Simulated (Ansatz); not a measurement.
W: geometry relaxation (part 2 of 4)

Continued. System: W (slab, 36 atoms in the cell). Method: DFT PBE+D3(BJ), scalar-relativistic, plane waves, PAW, no spin polarisation (Ansatz 0.2.0); cutoff 420 eV, 6×6×1 k-mesh, Gaussian smearing of 0.1 eV. The structure derives from an entry of the Crystallography Open Database. The input holds or restrains some coordinates. Forces given for the steps count only the free coordinates.

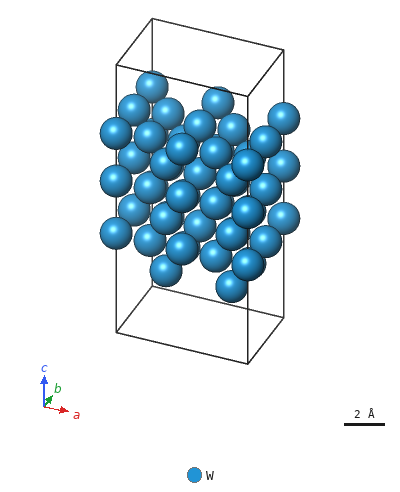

Figure 1. The geometry at step 4 of the log (spheres-only view of the cell of the calculation, with the vacuum cut short, seen slightly off an axis).

Log, continued
```
SCF iter   1: F=—  HF=-373838.721848 eV  |F-HF|=—  |Δ(HF+E_count)|=         —  Δρ=1.00e-2  dr2=6.57e0  ethr=1.21e-3  p=-0.000 e·Å  D=-2.52e-7 V/Å  ΔV_dip=0.00 eV  dr2_dipole=1.58e0  V_vac-E_F(+/−)=3.94/3.94 eV  ⟨swp⟩=1.3  Hψ=7206  notcnv=0  defer=173
efield: sawtooth ramp at fractional position 0.9500 (handed on by an earlier solve), width 0.1000; the density the first Hamiltonian is built on has a dipole p = -0.000 e·Å; the dipole correction subtracts the counter field D = -2.52e-7 V/Å, which shifts the + side's vacuum level by +0.00 eV against the − side's; the planar-averaged density in the ramp window peaks in size at 1.9e-6 e/Å³
preconditioner: auto → LDOS  [metal: Δε(μ)=0.004 eV  Ē_g=4.413 eV  σ=0.100 eV  W_gap=0.02  n_scr=322 (ndim 8)  ℏωp=13.3 eV  f_vac=0.572  D(μ)=20.70/eV (n_scr^D=82)  β→1.0]
SCF iter   2: F=—  HF=-373839.041077 eV  |F-HF|=—  |Δ(HF+E_count)|=   3.19e-1  Δρ=8.44e-3  dr2=1.10e1  ethr=1.21e-3  p=-0.042 e·Å  D=-4.49e-3 V/Å  ΔV_dip=0.11 eV  dr2_dipole=2.10e0  V_vac-E_F(+/−)=4.02/3.91 eV  ⟨swp⟩=3.3  Hψ=3450  notcnv=0  defer=173
SCF iter   3: F=—  HF=-373838.306370 eV  |F-HF|=—  |Δ(HF+E_count)|=   7.35e-1  Δρ=2.32e-3  dr2=2.15e-1  ethr=1.21e-3  p=-0.060 e·Å  D=-6.45e-3 V/Å  ΔV_dip=0.16 eV  dr2_dipole=8.23e-3  V_vac-E_F(+/−)=4.12/3.96 eV  ⟨swp⟩=2.0  Hψ=3178  notcnv=0  defer=236
SCF iter   4: F=—  HF=-373838.290554 eV  |F-HF|=—  |Δ(HF+E_count)|=   1.58e-2  Δρ=1.29e-3  dr2=6.74e-2  ethr=4.27e-5  p=-0.081 e·Å  D=-8.72e-3 V/Å  ΔV_dip=0.21 eV  dr2_dipole=3.58e-4  V_vac-E_F(+/−)=4.18/3.96 eV  ⟨swp⟩=3.0  Hψ=3288  notcnv=0  defer=251
SCF iter   5: F=—  HF=-373838.283550 eV  |F-HF|=—  |Δ(HF+E_count)|=   7.00e-3  Δρ=2.51e-4  dr2=2.82e-3  ethr=1.34e-5  p=-0.088 e·Å  D=-9.47e-3 V/Å  ΔV_dip=0.23 eV  dr2_dipole=8.81e-7  V_vac-E_F(+/−)=4.20/3.97 eV  ⟨swp⟩=2.0  Hψ=2827  notcnv=0  defer=251
SCF iter   6: F=—  HF=-373838.283841 eV  |F-HF|=—  |Δ(HF+E_count)|=   2.91e-4  Δρ=1.10e-4  dr2=5.09e-4  ethr=5.59e-7  p=-0.094 e·Å  D=-1.01e-2 V/Å  ΔV_dip=0.25 eV  dr2_dipole=1.65e-5  V_vac-E_F(+/−)=4.22/3.97 eV  ⟨swp⟩=3.0  Hψ=2818  notcnv=0  defer=251
SCF iter   7: F=-373838.283878 eV  HF=-373838.283910 eV  |F-HF|=3.16e-5  |Δ(HF+E_count)|=   6.85e-5  Δρ=4.45e-5  dr2=6.69e-5  ethr=1.98e-8  p=-0.096 e·Å  D=-1.03e-2 V/Å  ΔV_dip=0.25 eV  dr2_dipole=3.54e-8  V_vac-E_F(+/−)=4.23/3.97 eV  ⟨swp⟩=25.6  Hψ=25435  notcnv=0
WARN: dispersion: an atom stands within reach of a switch of its C6 between two reference coordination numbers of its element: through that C6 alone, e_disp changes by 0.025 eV or more while the distances to its neighbours run over a stretch of 0.05 Å that contains this geometry (sites counted from 0 in the run's list of atoms or, in a supercell that it derives, in that cell's: here a list of 36) — site 32 (W): coordination number 6.587 (about 6.40 to 6.77 with every neighbour 0.05 Å farther or nearer), switch near 6.422 between the references 10.915 (weight 1.00) and 1.929 (weight 0.00), e_disp changing by some 0.10 eV; site 33 (W): coordination number 6.587 (about 6.40 to 6.77 with every neighbour 0.05 Å farther or nearer), switch near 6.422 between the references 10.915 (weight 1.00) and 1.929 (weight 0.00), e_disp changing by some 0.10 eV; site 34 (W): coordination number 6.587 (about 6.40 to 6.77 with every neighbour 0.05 Å farther or nearer), switch near 6.422 between the references 10.915 (weight 1.00) and 1.929 (weight 0.00), e_disp changing by some 0.10 eV; site 35 (W): coordination number 6.587 (about 6.40 to 6.77 with every neighbour 0.05 Å farther or nearer), switch near 6.422 between the references 10.915 (weight 1.00) and 1.929 (weight 0.00), e_disp changing by some 0.10 eV; some 0.42 eV in sum. This is how the published method behaves, and the energy and the forces stay consistent. Where you compare this geometry's total energy with another's, compare their components.e_disp too, and, where the geometries are yours to choose, keep both on one side of the switch, which a site's coordination number tells: a relaxation that ends in reach of it can search the other side under relax.adjacent_minimum: search, except where no move that the cell, the constraints and the symmetry allow carries the atom there
SCF 2 converged in 7 iterations: F = -373838.283878 eV  dr2 = 6.69e-5
[... from here on the iterations of each SCF are left out, up to the last one ...]
relax step   2: F+E_penalty+E_count = -373838.28387827 eV  Δ(F+E_penalty+E_count) = -8.434e-1 eV  max|allowed force component| = 1.096e0 eV/Å  Δτ_max = 0.1950 Å  (7 SCF iters, dr2 threshold 1.00e-4 eV, accepted)
efield: sawtooth ramp at fractional position 0.9500 (handed on by an earlier solve), width 0.1000; the density the first Hamiltonian is built on has a dipole p = -0.096 e·Å; the dipole correction subtracts the counter field D = -1.03e-2 V/Å, which shifts the + side's vacuum level by +0.25 eV against the − side's; the planar-averaged density in the ramp window peaks in size at 3.5e-6 e/Å³
preconditioner: auto → LDOS  [metal: Δε(μ)=0.019 eV  Ē_g=4.451 eV  σ=0.100 eV  W_gap=0.11  n_scr=322 (ndim 8)  ℏωp=13.3 eV  f_vac=0.573  D(μ)=24.07/eV (n_scr^D=120)  β→1.0]
SCF 3 converged in 6 iterations: F = -373838.480436 eV  dr2 = 4.75e-5
relax step   3: F+E_penalty+E_count = -373838.48043606 eV  Δ(F+E_penalty+E_count) = -1.966e-1 eV  max|allowed force component| = 2.487e-1 eV/Å  Δτ_max = 0.0907 Å  (6 SCF iters, dr2 threshold 7.51e-5 eV, accepted)
efield: sawtooth ramp at fractional position 0.9500 (handed on by an earlier solve), width 0.1000; the density the first Hamiltonian is built on has a dipole p = -0.041 e·Å; the dipole correction subtracts the counter field D = -4.44e-3 V/Å, which shifts the + side's vacuum level by +0.11 eV against the − side's; the planar-averaged density in the ramp window peaks in size at 3.0e-6 e/Å³
preconditioner: auto → LDOS  [metal: Δε(μ)=0.025 eV  Ē_g=4.396 eV  σ=0.100 eV  W_gap=0.14  n_scr=322 (ndim 8)  ℏωp=13.3 eV  f_vac=0.571  D(μ)=21.27/eV (n_scr^D=94)  β→1.0]
SCF 4 converged in 8 iterations: F = -373838.502670 eV  dr2 = 5.97e-7
relax step   4: F+E_penalty+E_count = -373838.50267002 eV  Δ(F+E_penalty+E_count) = -2.223e-2 eV  max|allowed force component| = 1.281e-1 eV/Å  Δτ_max = 0.0485 Å  (8 SCF iters, dr2 threshold 3.87e-6 eV, accepted)
efield: sawtooth ramp at fractional position 0.9500 (handed on by an earlier solve), width 0.1000; the density the first Hamiltonian is built on has a dipole p = -0.038 e·Å; the dipole correction subtracts the counter field D = -4.09e-3 V/Å, which shifts the + side's vacuum level by +0.10 eV against the − side's; the planar-averaged density in the ramp window peaks in size at 3.2e-6 e/Å³
preconditioner: auto → LDOS  [metal: Δε(μ)=0.022 eV  Ē_g=4.408 eV  σ=0.100 eV  W_gap=0.12  n_scr=322 (ndim 8)  ℏωp=13.3 eV  f_vac=0.571  D(μ)=22.50/eV (n_scr^D=108)  β→1.0]
SCF 5 converged in 7 iterations: F = -373838.508150 eV  dr2 = 3.58e-7
relax step   5: F+E_penalty+E_count = -373838.50814996 eV  Δ(F+E_penalty+E_count) = -5.480e-3 eV  max|allowed force component| = 2.486e-2 eV/Å  Δτ_max = 0.0137 Å  (7 SCF iters, dr2 threshold 1.03e-6 eV, accepted)
iter 1 solved again at ethr=7.14e-11 eV; its pass at ethr=3.10e-3 eV (dr2=3.60e-7 eV) is discarded
SCF iter   1: F=—  HF=-373838.508319 eV  |F-HF|=—  |Δ(HF+E_count)|=         —  Δρ=2.69e-6  dr2=3.59e-7  ethr=7.14e-11  p=-0.042 e·Å  D=-4.56e-3 V/Å  ΔV_dip=0.11 eV  dr2_dipole=1.26e-8  V_vac-E_F(+/−)=4.12/4.01 eV  ⟨swp⟩=1.0  Hψ=4942  notcnv=0
efield: sawtooth ramp at fractional position 0.9500 (handed on by an earlier solve), width 0.1000; the density the first Hamiltonian is built on has a dipole p = -0.042 e·Å; the dipole correction subtracts the counter field D = -4.56e-3 V/Å, which shifts the + side's vacuum level by +0.11 eV against the − side's; the planar-averaged density in the ramp window peaks in size at 3.2e-6 e/Å³
preconditioner: auto → LDOS  [metal: Δε(μ)=0.020 eV  Ē_g=4.406 eV  σ=0.100 eV  W_gap=0.11  n_scr=322 (ndim 8)  ℏωp=13.3 eV  f_vac=0.571  D(μ)=22.31/eV (n_scr^D=106)  β→1.0]
SCF iter   2: F=—  HF=-373838.508150 eV  |F-HF|=—  |Δ(HF+E_count)|=   1.69e-4  Δρ=2.95e-6  dr2=5.37e-7  ethr=7.13e-11  p=-0.043 e·Å  D=-4.58e-3 V/Å  ΔV_dip=0.11 eV  dr2_dipole=5.20e-8  V_vac-E_F(+/−)=4.12/4.01 eV  ⟨swp⟩=2.0  Hψ=2627  notcnv=0
SCF iter   3: F=—  HF=-373838.508150 eV  |F-HF|=—  |Δ(HF+E_count)|=   1.48e-8  Δρ=1.95e-6  dr2=1.91e-7  ethr=7.13e-11  p=-0.043 e·Å  D=-4.58e-3 V/Å  ΔV_dip=0.11 eV  dr2_dipole=4.03e-11  V_vac-E_F(+/−)=4.12/4.01 eV  ⟨swp⟩=2.3  Hψ=2629  notcnv=0
SCF iter   4: F=-373838.508150 eV  HF=-373838.508150 eV  |F-HF|=2.85e-8  |Δ(HF+E_count)|=   7.22e-9  Δρ=6.40e-7  dr2=3.71e-8  ethr=1.98e-11  p=-0.043 e·Å  D=-4.59e-3 V/Å  ΔV_dip=0.11 eV  dr2_dipole=5.06e-10  V_vac-E_F(+/−)=4.12/4.01 eV  ⟨swp⟩=10.1  Hψ=15840  notcnv=0
SCF 6 converged in 4 iterations: F = -373838.508150 eV  dr2 = 3.71e-8
relax step   6: F+E_penalty+E_count = -373838.50815016 eV  Δ(F+E_penalty+E_count) = -2.033e-7 eV  max|allowed force component| = 2.482e-2 eV/Å  Δτ_max = 0.0000 Å  (4 SCF iters, accepted)
dispersion: the relaxed geometry stands within reach of a switch of an atom's C6, across which e_disp changes (each atom's share, over what another start of this relaxation can change, counted as every distance, on this fixed cell: site 32 (W), some 0.11 eV, crossed with farther neighbours; site 33 (W), some 0.11 eV, crossed with farther neighbours; site 34 (W), some 0.11 eV, crossed with farther neighbours; site 35 (W), some 0.11 eV, crossed with farther neighbours; some 0.45 eV in sum): a start on the other side of the switch can end at another minimum, lower or higher, and the walk did not compare the two: the deck asks for no search across the switch (relax.adjacent_minimum is not search) (hamiltonian.dispersion, Limitations)
SCF converged after 4 iterations
Free energy (F): -373838.508150 eV
Harris-Foulkes:  -373838.508150 eV  (|F-HF|=2.85e-8)
Internal energy: -373838.396603 eV  (E = F + TS)
E sigma→0 (E₀):  -373838.452377 eV
Entropy (-TS):   -0.111547 eV (-3.099 meV/atom)
Fermi energy:    4.992933 eV
Dipole field:    D = -0.004577 V/Å  (p = -0.042499 e·Å, saw-weighted, corrected)
Work function:   Φ+ = 4.1212 eV   Φ− = 4.0100 eV
Levels:          The Fermi level and band energies are counted from a zero that moves with the ramp; work functions are not
--- Per-component energies (eV) ---
  E_band       = -11655.060940
  E_kinetic    = 16133.944958
  E_local      = -616663.740946  (includes V_loc(G=0)·N_el)
  E_nonlocal   = 53.681809
  E_hartree    = 300929.675722
  E_xc         = -9565.335637
  E_vxc        = -8537.696038  (∫ρ·V_xc dr)
  E_paw        = -308252.664017  (= ΣΔE_a)
  E_vpaw       = -4500.472735  (= ΣTr[D̂ρ^β])
  E_aug_tail   = -0.002132  (compensation charges beyond the density's cutoff)
  E_efield     = 0.000097  (sawtooth field / dipole correction)
  E_vefield    = -0.028618  (∫n·V_field dr)
  E_ewald      = 243543.709776
  E_disp       = -17.666235  (pairwise vdW)
  E_smearing   = -0.111547  (= −TS)
  E_closure    = -0.000000  (closes the sum)
  Σ components = -373838.508150   (vs F -373838.508150, Δ=0.00e0)
--- Forces (eV/Å), atoms counted from 1 ---
  atom   1  W      0.00000000     0.00000000     2.41673788
  atom   2  W      0.00000000     0.00000000     2.41673788
  atom   3  W      0.00000000     0.00000000     2.41673788
  atom   4  W      0.00000000     0.00000000     2.41673788
  atom   5  W     -0.00000000    -0.00000000    -0.27566414
  atom   6  W     -0.00000000    -0.00000000    -0.27566414
  atom   7  W     -0.00000000    -0.00000000    -0.27566414
  atom   8  W     -0.00000000    -0.00000000    -0.27566414
  atom   9  W     -0.00000000     0.00000000    -1.03621986
  atom  10  W     -0.00000000     0.00000000    -1.03621986
  atom  11  W     -0.00000000     0.00000000    -1.03621986
  atom  12  W     -0.00000000     0.00000000    -1.03621986
  atom  13  W     -0.00000000    -0.00000000    -1.10217505
  atom  14  W     -0.00000000    -0.00000000    -1.10217505
  atom  15  W     -0.00000000    -0.00000000    -1.10217505
  atom  16  W     -0.00000000    -0.00000000    -1.10217505
  atom  17  W      0.00000000    -0.00000000     0.02270685
  atom  18  W      0.00000000    -0.00000000     0.02270685
  atom  19  W     -0.00000000    -0.00000000     0.02270685
  atom  20  W      0.00000000    -0.00000000     0.02270685
  atom  21  W     -0.00000000     0.00000000    -0.02482406
  atom  22  W     -0.00000000     0.00000000    -0.02482406
  atom  23  W     -0.00000000     0.00000000    -0.02482406
  atom  24  W     -0.00000000     0.00000000    -0.02482406
  atom  25  W      0.00000000     0.00000000    -0.01404222
  atom  26  W      0.00000000     0.00000000    -0.01404222
  atom  27  W     -0.00000000     0.00000000    -0.01404222
  atom  28  W      0.00000000     0.00000000    -0.01404222
  atom  29  W      0.00000000     0.00000000     0.02135505
  atom  30  W      0.00000000     0.00000000     0.02135505
  atom  31  W      0.00000000     0.00000000     0.02135505
  atom  32  W      0.00000000     0.00000000     0.02135505
  atom  33  W     -0.00000000    -0.00000000    -0.00794881
  atom  34  W     -0.00000000    -0.00000000    -0.00794881
  atom  35  W      0.00000000    -0.00000000    -0.00794881
  atom  36  W     -0.00000000    -0.00000000    -0.00794881
  max |Σ_I F_I| component: 2.97e-4 eV/Å
--- Band table (eV; the first three rows and the last of 7) ---
  k-point 0: bands = ["-69.0396", "-68.9992", "-68.9992", "-68.9992", "-68.9922", "-68.9881", "-68.9881", "-68.9881", "-68.9606", "-68.9529", ... 93 levels left out ..., "-32.9125", "-32.9125", "-32.8900", "-32.8900", "-32.8900", "-32.8327", "-32.8131", "-32.8131", "-32.8131", "-32.7683", "-32.7683", "-32.7683", "-32.7458", "-32.7458", "-32.7412", "-32.7412", "-32.7412", "-32.7012", "-32.7012", "-32.7012", "-32.6611", "-32.6278", "-32.6278", "-32.6278", "-32.6009", "-32.6009", "-32.6009", "-32.5943", "-32.5650",
      "-32.5650", "-32.5538", "-32.5538", "-32.5538", "-32.4886", "-32.4886", "-32.4886", "-32.3858", "-32.3858", "-32.3854", "-32.3854", "-32.3854", "-3.8581", "-2.1471", "-0.9955", "-0.9955", "-0.9955", "-0.8308", "-0.8308", "-0.8308", "-0.6591", "-0.6591", "-0.6591", "-0.5794", "-0.5794", "-0.5794", "-0.2913", "-0.2913", "-0.0196", "0.0887", "0.0887", "0.0887", "0.7314", "0.7314", "0.7314", "0.8214", "0.8214", "0.8214", "0.9277", "0.9277",
      "1.3238", "1.3490", "1.3490", "1.3490", "1.3635", "1.3635", "1.3635", "1.6394", "1.6477", "1.6477", "1.6477", "1.7211", "1.7211", "1.7211", "1.7827", "1.7827", "1.7827", "1.8661", "1.8661", "2.0855", "2.0855", "2.1407", "2.1776", "2.1776", "2.1776", "2.2191", "2.2191", "2.4045", "2.4045", "2.4045", "2.4144", "2.4144", "2.4144", "2.4771", "2.4771", "2.4771", "2.5566", "2.5566", "2.5566", "2.7404",
      "2.7404", "2.7404", "2.8816", "2.9572", "2.9572", "2.9627", "2.9627", "2.9627", "3.0751", "3.0751", "3.0751", "3.1874", "3.1874", "3.2153", "3.2153", "3.2153", "3.5901", "3.5901", "3.5901", "3.7760", "3.7760", "3.7760", "3.8104", "3.8104", "3.8992", "3.9750", "3.9750", "3.9750", "3.9961", "3.9961", "4.3106", "4.3106", "4.3106", "4.4064", "4.7201", "4.7201", "4.7201", "4.9951", "4.9951", "4.9951",
      "5.1879", "5.3379", "5.3379", "5.3379", "5.3606", "5.3606", "5.3606", "5.6699", "5.8404", "5.8404", "5.8404", "6.0312", "6.0312", "6.0312", "6.1998", "6.1998", "6.1998", "6.5412", "6.5412", "6.5412", "6.5885", "6.5885", "6.7251", "6.7251", "6.7449", "6.7449", "6.7449", "7.1608", "7.1608", "7.1608", "7.2081", "7.2081", "7.2081", "7.2383", "7.2383", "7.2383", "7.3022", "7.3022", "7.3354", "7.3354",
      "7.3354", "7.3370", "7.3370", "7.4289", "7.4289", "7.4289", "7.4978", "7.4978", "7.4978", "7.5056", "7.5056"]
```
